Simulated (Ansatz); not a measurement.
# Residual resistivity of an alloy: W(100) with 4 layers of random W-V, 2x2, part 2 of 2

Aim: the residual resistivity of a random alloy, from W(100) with 4 layers of random W-V, 2x2 and longer regions.

Ansatz 0.2.0; Ansatz plane-wave DFT, PBE, PAW files; ballistic transport by layer matching (Landauer), zero bias; PAW set soft_1.

So far. Step 2 (With 4 alloy layers): Over the solved energies the transmission per spin lies between 3.07 and 3.11, out of 5.32 channels of the lead on average (up to 5.78).

### Step 3. With 8 alloy layers

System of this step: W(100) with 8 layers of random W-V, 2x2. The cell holds 72 atoms: 56 W and 16 V. Its edges and angles: a = 6.330 Å, b = 6.330 Å, c = 28.483 Å, α = 90.0°, β = 90.0°, γ = 90.0°. It derives from W. Regions: lead, 40 atoms (40 W); scattering region, 32 atoms (16 W and 16 V). The structure is stacked along c, and the current runs across the ab planes.

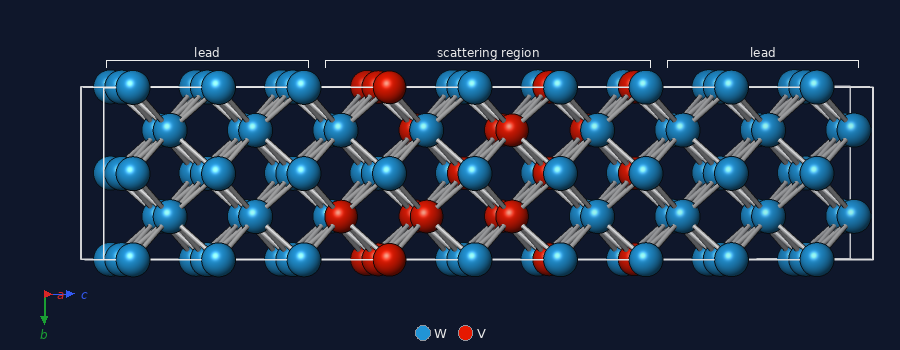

The cell of this step (tungsten blue, vanadium red). Some periodic images of atoms are drawn too.

File input.yaml:

```yaml
crystal:
  lattice:
    - [6.3296, 0.0, 0.0]
    - [0.0, 6.3296, 0.0]
    - [0.0, 0.0, 28.4832]
  atoms:
    - { symbol: W, position: [0.0, 0.0, 0.0277777778] }
    - { symbol: W, position: [0.0, 0.5, 0.0277777778] }
    - { symbol: W, position: [0.5, 0.0, 0.0277777778] }
    - { symbol: W, position: [0.5, 0.5, 0.0277777778] }
    - { symbol: W, position: [0.25, 0.25, 0.0833333333] }
    - { symbol: W, position: [0.25, 0.75, 0.0833333333] }
    - { symbol: W, position: [0.75, 0.25, 0.0833333333] }
    - { symbol: W, position: [0.75, 0.75, 0.0833333333] }
    - { symbol: W, position: [0.0, 0.0, 0.1388888889] }
    - { symbol: W, position: [0.0, 0.5, 0.1388888889] }
    - { symbol: W, position: [0.5, 0.0, 0.1388888889] }
    - { symbol: W, position: [0.5, 0.5, 0.1388888889] }
    - { symbol: W, position: [0.25, 0.25, 0.1944444444] }
    - { symbol: W, position: [0.25, 0.75, 0.1944444444] }
    - { symbol: W, position: [0.75, 0.25, 0.1944444444] }
    - { symbol: W, position: [0.75, 0.75, 0.1944444444] }
    - { symbol: W, position: [0.0, 0.0, 0.25] }
    - { symbol: W, position: [0.0, 0.5, 0.25] }
    - { symbol: W, position: [0.5, 0.0, 0.25] }
    - { symbol: W, position: [0.5, 0.5, 0.25] }
    - { symbol: W, position: [0.25, 0.25, 0.3055555556] }
    - { symbol: W, position: [0.25, 0.75, 0.3055555556] }
    - { symbol: W, position: [0.75, 0.25, 0.3055555556] }
    - { symbol: V, position: [0.75, 0.75, 0.3055555556] }
    - { symbol: V, position: [0.0, 0.0, 0.3611111111] }
    - { symbol: W, position: [0.0, 0.5, 0.3611111111] }
    - { symbol: V, position: [0.5, 0.0, 0.3611111111] }
    - { symbol: W, position: [0.5, 0.5, 0.3611111111] }
    - { symbol: V, position: [0.25, 0.25, 0.4166666667] }
    - { symbol: V, position: [0.25, 0.75, 0.4166666667] }
    - { symbol: W, position: [0.75, 0.25, 0.4166666667] }
    - { symbol: V, position: [0.75, 0.75, 0.4166666667] }
    - { symbol: W, position: [0.0, 0.0, 0.4722222222] }
    - { symbol: W, position: [0.0, 0.5, 0.4722222222] }
    - { symbol: W, position: [0.5, 0.0, 0.4722222222] }
    - { symbol: V, position: [0.5, 0.5, 0.4722222222] }
    - { symbol: V, position: [0.25, 0.25, 0.5277777778] }
    - { symbol: V, position: [0.25, 0.75, 0.5277777778] }
    - { symbol: V, position: [0.75, 0.25, 0.5277777778] }
    - { symbol: V, position: [0.75, 0.75, 0.5277777778] }
    - { symbol: W, position: [0.0, 0.0, 0.5833333333] }
    - { symbol: W, position: [0.0, 0.5, 0.5833333333] }
    - { symbol: V, position: [0.5, 0.0, 0.5833333333] }
    - { symbol: V, position: [0.5, 0.5, 0.5833333333] }
    - { symbol: V, position: [0.25, 0.25, 0.6388888889] }
    - { symbol: W, position: [0.25, 0.75, 0.6388888889] }
    - { symbol: W, position: [0.75, 0.25, 0.6388888889] }
    - { symbol: W, position: [0.75, 0.75, 0.6388888889] }
    - { symbol: W, position: [0.0, 0.0, 0.6944444444] }
    - { symbol: W, position: [0.0, 0.5, 0.6944444444] }
    - { symbol: V, position: [0.5, 0.0, 0.6944444444] }
    - { symbol: V, position: [0.5, 0.5, 0.6944444444] }
    - { symbol: W, position: [0.25, 0.25, 0.75] }
    - { symbol: W, position: [0.25, 0.75, 0.75] }
    - { symbol: W, position: [0.75, 0.25, 0.75] }
    - { symbol: W, position: [0.75, 0.75, 0.75] }
    - { symbol: W, position: [0.0, 0.0, 0.8055555556] }
    - { symbol: W, position: [0.0, 0.5, 0.8055555556] }
    - { symbol: W, position: [0.5, 0.0, 0.8055555556] }
    - { symbol: W, position: [0.5, 0.5, 0.8055555556] }
    - { symbol: W, position: [0.25, 0.25, 0.8611111111] }
    - { symbol: W, position: [0.25, 0.75, 0.8611111111] }
    - { symbol: W, position: [0.75, 0.25, 0.8611111111] }
    - { symbol: W, position: [0.75, 0.75, 0.8611111111] }
    - { symbol: W, position: [0.0, 0.0, 0.9166666667] }
    - { symbol: W, position: [0.0, 0.5, 0.9166666667] }
    - { symbol: W, position: [0.5, 0.0, 0.9166666667] }
    - { symbol: W, position: [0.5, 0.5, 0.9166666667] }
    - { symbol: W, position: [0.25, 0.25, 0.9722222222] }
    - { symbol: W, position: [0.25, 0.75, 0.9722222222] }
    - { symbol: W, position: [0.75, 0.25, 0.9722222222] }
    - { symbol: W, position: [0.75, 0.75, 0.9722222222] }
kpoints:
  mp_grid: { grid: [4, 4, 1] }
hamiltonian:
  xc: pbe
  pseudopotentials: { kind: paw, azcp: { folder: soft_1 } }
scf:
  occupations: { method: fermi_dirac, width: 0.1 }
output:
  transmission: { leads: [[0, 4]], kmesh: [8, 8], e_range: [-0.05, 0.05], de: 0.05 }
  write_potential: true
  write_density: true
  volumetric_format: npy
```

On the command line:

```console
$ ansatz run input.yaml --threads 4 --pin off --max-ram 15360MiB --backend cpu --events-out ev --progress --plain --runs-dir out
```

Numbers of over 12 decimals in the logs are rounded to 6 here.

The log of the run:

```text
[...]
Crystal: 72 atoms, lattice volume = 1141.146 Å³
Basis set: ecut = 420 eV, 22299 PW (Γ)
Bands: 596, of which v1, the nominal top of the filled ones, is band 496 counted from 1 (495 counted from 0)
Symmetry: 1 space group operations
[...]
k-points: 10 of 16 (time reversal used)
[...]
SCF iter   1: F=—  HF=-628378.252107 eV  |F-HF|=—  |Δ(HF+E_count)|=         —  Δρ=3.34e-1  dr2=1.57e4  ethr=3.10e-3  ⟨swp⟩=4.9  Hψ=22549  notcnv=0  defer=44
[...]
SCF iter  13: F=-628211.878653 eV  HF=-628211.878653 eV  |F-HF|=2.46e-8  |Δ(HF+E_count)|=   8.03e-9  Δρ=3.60e-7  dr2=2.48e-8  ethr=1.01e-11  ⟨swp⟩=7.1  Hψ=16123  notcnv=0
SCF 1 converged in 13 iterations: F = -628211.878653 eV  dr2 = 2.48e-8
[...]
transmission: 123 of 1224 steps passed
transmission: 249 of 1224 steps passed
[...]
transmission: 1224 of 1224 steps passed
SCF converged after 13 iterations
Free energy (F): -628211.878653 eV
[...]
Internal energy: -628210.444029 eV  (E = F + TS)
E sigma→0 (E₀):  -628211.161341 eV
Entropy (-TS):   -1.434624 eV (-19.925 meV/atom)
Fermi energy:    20.344073 eV
[...]
--- Band table (eV; the first three rows and the last of 10) ---
  k-point 0: bands = [... 492 lower, 20.5542, 20.5958, 20.6010, 20.6025, 20.6097, 20.6123, 20.6850, 20.6956, ... 96 higher]
  k-point 1: bands = [... 492 lower, 20.4174, 20.4277, 20.4335, 20.4365, 20.4454, 20.4550, 20.5004, 20.5316, ... 96 higher]
  k-point 2: bands = [... 492 lower, 20.1847, 20.2007, 20.2175, 20.2619, 20.4659, 20.4697, 20.5205, 20.5224, ... 96 higher]
  k-point 9: bands = [... 492 lower, 19.5864, 19.6047, 19.6437, 19.7053, 19.7313, 19.7948, 19.8191, 19.8683, ... 96 higher]
--- Transmission ---
  basis      : 349 plane waves across, 36 finite elements along
  points     : 34, standing for a mesh of 8 x 8
[...]
channels       : 5.656250e0 a spin
[...]
slowest decay  : 0.0319 /Å at (0.5000, 0.5000)
  junction   : crystal 0 to crystal 0, 0.70 to 27.60 Å
    transmission   : 2.679476e0 a spin
[...]
```

Run time: 17 min. Hardware: 4 threads of Intel Xeon Platinum 8259CL at 2.50GHz (Skylake/Cascade Lake), shared host; peak memory 8.3 GiB; 57 min of CPU time.

This step gave:

```yaml
free_energy: -628211.8787 eV
energy_at_zero_smearing: -628211.1613 eV
fermi_energy: 20.34 eV
transmission_per_spin_nearest_the_fermi_level: 2.679
open_channels_per_spin_nearest_the_fermi_level: 5.656
step_of_the_lead_s_potential: 16.3 meV
```

Per spin. Transmission, zone mean against energy, zero at the Fermi level:

```csv
energy (eV),"transmission, zone mean"
-0.0500,2.76
0.0000,2.68
0.0500,2.48
```

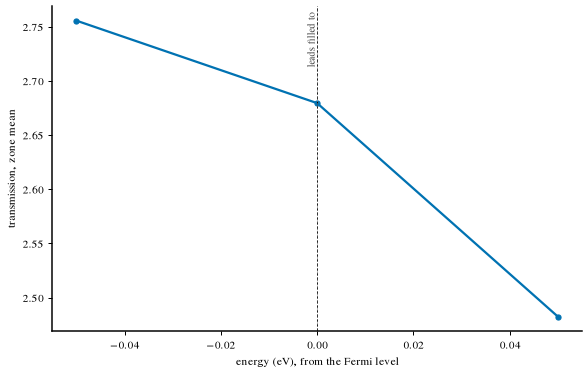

Transmission, zone mean, plotted against energy.

Over the solved energies the transmission per spin lies between 2.48 and 2.76, out of 5.41 channels of the lead on average (up to 5.66).

### Step 4. With 12 alloy layers

System of this step: W(100) with 12 layers of random W-V, 2x2. The cell holds 88 atoms: 64 W and 24 V. Its edges and angles: a = 6.330 Å, b = 6.330 Å, c = 34.813 Å, α = 90.0°, β = 90.0°, γ = 90.0°. It derives from W. Regions: lead, 40 atoms (40 W); scattering region, 48 atoms (24 V and 24 W). The structure is stacked along c, and the current runs across the ab planes.

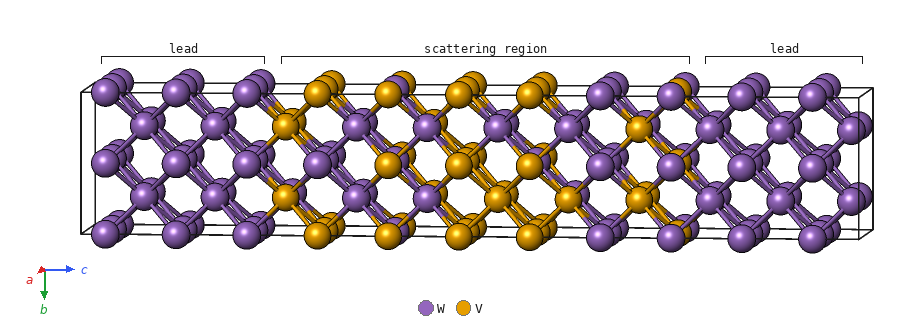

The cell of this step (tungsten purple, vanadium orange). Some periodic images of atoms are drawn too.

File input.yaml:

```yaml
crystal:
  lattice:
    - [6.3296, 0.0, 0.0]
    - [0.0, 6.3296, 0.0]
    - [0.0, 0.0, 34.8128]
  atoms:
    - { symbol: W, position: [0.0, 0.0, 0.0227272727] }
    - { symbol: W, position: [0.0, 0.5, 0.0227272727] }
    - { symbol: W, position: [0.5, 0.0, 0.0227272727] }
    - { symbol: W, position: [0.5, 0.5, 0.0227272727] }
    - { symbol: W, position: [0.25, 0.25, 0.0681818182] }
    - { symbol: W, position: [0.25, 0.75, 0.0681818182] }
    - { symbol: W, position: [0.75, 0.25, 0.0681818182] }
    - { symbol: W, position: [0.75, 0.75, 0.0681818182] }
    - { symbol: W, position: [0.0, 0.0, 0.1136363636] }
    - { symbol: W, position: [0.0, 0.5, 0.1136363636] }
    - { symbol: W, position: [0.5, 0.0, 0.1136363636] }
    - { symbol: W, position: [0.5, 0.5, 0.1136363636] }
    - { symbol: W, position: [0.25, 0.25, 0.1590909091] }
    - { symbol: W, position: [0.25, 0.75, 0.1590909091] }
    - { symbol: W, position: [0.75, 0.25, 0.1590909091] }
    - { symbol: W, position: [0.75, 0.75, 0.1590909091] }
    - { symbol: W, position: [0.0, 0.0, 0.2045454545] }
    - { symbol: W, position: [0.0, 0.5, 0.2045454545] }
    - { symbol: W, position: [0.5, 0.0, 0.2045454545] }
    - { symbol: W, position: [0.5, 0.5, 0.2045454545] }
    - { symbol: V, position: [0.25, 0.25, 0.25] }
    - { symbol: W, position: [0.25, 0.75, 0.25] }
    - { symbol: V, position: [0.75, 0.25, 0.25] }
    - { symbol: V, position: [0.75, 0.75, 0.25] }
    - { symbol: V, position: [0.0, 0.0, 0.2954545455] }
    - { symbol: W, position: [0.0, 0.5, 0.2954545455] }
    - { symbol: V, position: [0.5, 0.0, 0.2954545455] }
    - { symbol: W, position: [0.5, 0.5, 0.2954545455] }
    - { symbol: W, position: [0.25, 0.25, 0.3409090909] }
    - { symbol: W, position: [0.25, 0.75, 0.3409090909] }
    - { symbol: W, position: [0.75, 0.25, 0.3409090909] }
    - { symbol: W, position: [0.75, 0.75, 0.3409090909] }
    - { symbol: V, position: [0.0, 0.0, 0.3863636364] }
    - { symbol: V, position: [0.0, 0.5, 0.3863636364] }
    - { symbol: W, position: [0.5, 0.0, 0.3863636364] }
    - { symbol: W, position: [0.5, 0.5, 0.3863636364] }
    - { symbol: V, position: [0.25, 0.25, 0.4318181818] }
    - { symbol: V, position: [0.25, 0.75, 0.4318181818] }
    - { symbol: W, position: [0.75, 0.25, 0.4318181818] }
    - { symbol: W, position: [0.75, 0.75, 0.4318181818] }
    - { symbol: V, position: [0.0, 0.0, 0.4772727273] }
    - { symbol: V, position: [0.0, 0.5, 0.4772727273] }
    - { symbol: V, position: [0.5, 0.0, 0.4772727273] }
    - { symbol: V, position: [0.5, 0.5, 0.4772727273] }
    - { symbol: W, position: [0.25, 0.25, 0.5227272727] }
    - { symbol: V, position: [0.25, 0.75, 0.5227272727] }
    - { symbol: W, position: [0.75, 0.25, 0.5227272727] }
    - { symbol: V, position: [0.75, 0.75, 0.5227272727] }
    - { symbol: V, position: [0.0, 0.0, 0.5681818182] }
    - { symbol: V, position: [0.0, 0.5, 0.5681818182] }
    - { symbol: V, position: [0.5, 0.0, 0.5681818182] }
    - { symbol: W, position: [0.5, 0.5, 0.5681818182] }
    - { symbol: W, position: [0.25, 0.25, 0.6136363636] }
    - { symbol: W, position: [0.25, 0.75, 0.6136363636] }
    - { symbol: W, position: [0.75, 0.25, 0.6136363636] }
    - { symbol: V, position: [0.75, 0.75, 0.6136363636] }
    - { symbol: W, position: [0.0, 0.0, 0.6590909091] }
    - { symbol: W, position: [0.0, 0.5, 0.6590909091] }
    - { symbol: W, position: [0.5, 0.0, 0.6590909091] }
    - { symbol: W, position: [0.5, 0.5, 0.6590909091] }
    - { symbol: W, position: [0.25, 0.25, 0.7045454545] }
    - { symbol: V, position: [0.25, 0.75, 0.7045454545] }
    - { symbol: V, position: [0.75, 0.25, 0.7045454545] }
    - { symbol: V, position: [0.75, 0.75, 0.7045454545] }
    - { symbol: W, position: [0.0, 0.0, 0.75] }
    - { symbol: W, position: [0.0, 0.5, 0.75] }
    - { symbol: V, position: [0.5, 0.0, 0.75] }
    - { symbol: V, position: [0.5, 0.5, 0.75] }
    - { symbol: W, position: [0.25, 0.25, 0.7954545455] }
    - { symbol: W, position: [0.25, 0.75, 0.7954545455] }
    - { symbol: W, position: [0.75, 0.25, 0.7954545455] }
    - { symbol: W, position: [0.75, 0.75, 0.7954545455] }
    - { symbol: W, position: [0.0, 0.0, 0.8409090909] }
    - { symbol: W, position: [0.0, 0.5, 0.8409090909] }
    - { symbol: W, position: [0.5, 0.0, 0.8409090909] }
    - { symbol: W, position: [0.5, 0.5, 0.8409090909] }
    - { symbol: W, position: [0.25, 0.25, 0.8863636364] }
    - { symbol: W, position: [0.25, 0.75, 0.8863636364] }
    - { symbol: W, position: [0.75, 0.25, 0.8863636364] }
    - { symbol: W, position: [0.75, 0.75, 0.8863636364] }
    - { symbol: W, position: [0.0, 0.0, 0.9318181818] }
    - { symbol: W, position: [0.0, 0.5, 0.9318181818] }
    - { symbol: W, position: [0.5, 0.0, 0.9318181818] }
    - { symbol: W, position: [0.5, 0.5, 0.9318181818] }
    - { symbol: W, position: [0.25, 0.25, 0.9772727273] }
    - { symbol: W, position: [0.25, 0.75, 0.9772727273] }
    - { symbol: W, position: [0.75, 0.25, 0.9772727273] }
    - { symbol: W, position: [0.75, 0.75, 0.9772727273] }
kpoints:
  mp_grid: { grid: [4, 4, 1] }
hamiltonian:
  xc: pbe
  pseudopotentials: { kind: paw, azcp: { folder: soft_1 } }
scf:
  occupations: { method: fermi_dirac, width: 0.1 }
output:
  transmission: { leads: [[0, 4]], kmesh: [8, 8], e_range: [-0.05, 0.05], de: 0.05 }
  write_potential: true
  write_density: true
  volumetric_format: npy
```

The log of the run:

```text
[...]
Crystal: 88 atoms, lattice volume = 1394.734 Å³
Basis set: ecut = 420 eV, 27305 PW (Γ)
Bands: 725, of which v1, the nominal top of the filled ones, is band 604 counted from 1 (603 counted from 0)
Symmetry: 1 space group operations
[...]
k-points: 10 of 16 (time reversal used)
[...]
SCF iter   1: F=—  HF=-734838.526554 eV  |F-HF|=—  |Δ(HF+E_count)|=         —  Δρ=3.54e-1  dr2=2.03e4  ethr=3.10e-3  ⟨swp⟩=5.2  Hψ=27702  notcnv=0
[...]
SCF iter  13: F=-734599.450400 eV  HF=-734599.450400 eV  |F-HF|=1.05e-8  |Δ(HF+E_count)|=   6.98e-9  Δρ=3.42e-7  dr2=1.09e-8  ethr=8.28e-12  ⟨swp⟩=8.9  Hψ=19899  notcnv=0
SCF 1 converged in 13 iterations: F = -734599.450400 eV  dr2 = 1.09e-8
[...]
transmission: 174 of 1734 steps passed
transmission: 350 of 1734 steps passed
[...]
transmission: 1734 of 1734 steps passed
SCF converged after 13 iterations
Free energy (F): -734599.450400 eV
[...]
Internal energy: -734597.670785 eV  (E = F + TS)
E sigma→0 (E₀):  -734598.560592 eV
Entropy (-TS):   -1.779616 eV (-20.223 meV/atom)
Fermi energy:    19.832367 eV
[...]
--- Band table (eV; the first three rows and the last of 10) ---
  k-point 0: bands = [... 600 lower, 20.0106, 20.0729, 20.1230, 20.1240, 20.1313, 20.1326, 20.1472, 20.1507, ... 117 higher]
  k-point 1: bands = [... 600 lower, 19.9725, 19.9740, 20.0254, 20.0392, 20.0466, 20.0679, 20.0712, 20.0809, ... 117 higher]
  k-point 2: bands = [... 600 lower, 19.6890, 19.6917, 19.7071, 19.7536, 19.7634, 19.7903, 19.8251, 19.8690, ... 117 higher]
  k-point 9: bands = [... 600 lower, 19.2025, 19.2201, 19.2299, 19.2344, 19.2636, 19.3035, 19.3176, 19.3406, ... 117 higher]
--- Transmission ---
  basis      : 349 plane waves across, 51 finite elements along
  points     : 34, standing for a mesh of 8 x 8
[...]
channels       : 5.281250e0 a spin
[...]
slowest decay  : 0.0370 /Å at (0.5000, 0.5000)
  junction   : crystal 0 to crystal 0, 0.70 to 33.93 Å
    transmission   : 2.329118e0 a spin
[...]
```

It took 22 min on 4 threads; peak memory 8.4 GiB; 84 min of CPU time.

Numbers from this step:

* free energy: -734599.4504 eV
* energy at zero smearing: -734598.5606 eV
* Fermi energy: 19.83 eV
* transmission per spin nearest the Fermi level: 2.329
* open channels per spin nearest the Fermi level: 5.281
* step of the lead's potential: 16.2 meV

Per spin. Table of transmission, zone mean by energy, zero at the Fermi level:

```csv
energy (eV),"transmission, zone mean"
-0.0500,2.45
0.0000,2.33
0.0500,2.28
```

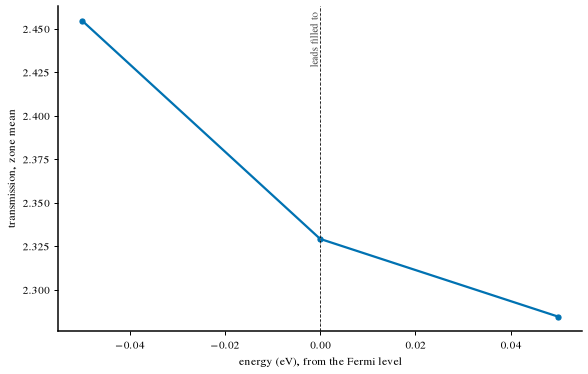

Transmission, zone mean against energy.

Over the solved energies the transmission per spin lies between 2.28 and 2.45, out of 5.32 channels of the lead on average (up to 5.78).

### Step 5. Resistance against length

This step: Ansatz plane-wave DFT, PBE, PAW files; ballistic transport by layer matching (Landauer), zero bias; residual resistivity from the slope of the area resistance, atoms on the host's lattice; PAW set soft_1 (Ansatz 0.2.0).

Numbers from this step:

```
resistivity           : 41.36 µΩ cm
intercept             : 0.4517 fΩ m²
scatter about the fit : 0.01948 fΩ m²
```

Resistance, by row:

```csv
run,length (Å),T,channels N,RA (fΩ m²)
n4,6.33,3.094,5.323,0.6997
n8,12.66,2.639,5.406,1.003
n12,18.99,2.356,5.323,1.223
```

Table of area resistance by length of the alloy:

```csv
length of the alloy (Å),area resistance (fΩ m²)
6.33,0.700
12.66,1.00
18.99,1.22
```

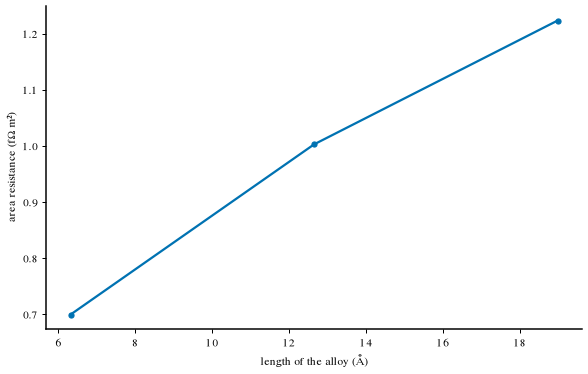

Area resistance against length of the alloy.

The area resistance goes from 0.70 to 1.2 fΩ m² between 6.3 and 19.0 Å, a slope of 41 µΩ cm.

By hand from the end points: (1.223 − 0.6997) fΩ m² / (18.99 − 6.33) Å = 41 µΩ cm, since 1 fΩ m² per Å is 1000 µΩ cm.

### Step 6. What came out

```
resistivity from the slope  : 41.4 µΩ cm
area resistance over 6.33 Å : 0.700 fΩ m²
area resistance over 12.7 Å : 1.00 fΩ m²
area resistance over 19.0 Å : 1.22 fΩ m²
```

The slope gives 41 µΩ cm. The points scatter by 0.019 fΩ m² about the line, with one random draw a length in a 2x2 cell, so the slope is a rough value. The lead's own channel count moves between the runs (5.32, 5.41 and 5.32), which shifts RA and the slope too. Read with a model of isotropic scattering on a spherical Fermi surface and the lead's 1.0×10¹⁵ S/m², this slope means a mean free path near 18 Å (a rough figure, since the alloy's own channel count differs); over these lengths the model's slope is 1.04 times its bulk resistivity, which would be 40 µΩ cm. The atoms sit on the host's lattice, so scattering by size misfit is left out. Spin-orbit coupling is left out, which matters for W.

[Logs are printed without paths, hosts, clocks, repeated set-up lines and the standing remarks that a program may print on its own settings, such as how far it seeks lower states.]

[Hosts, paths, dates, database ids (printed as entryN), source tags and the programs' standing remarks are cut or masked in the printed files.]
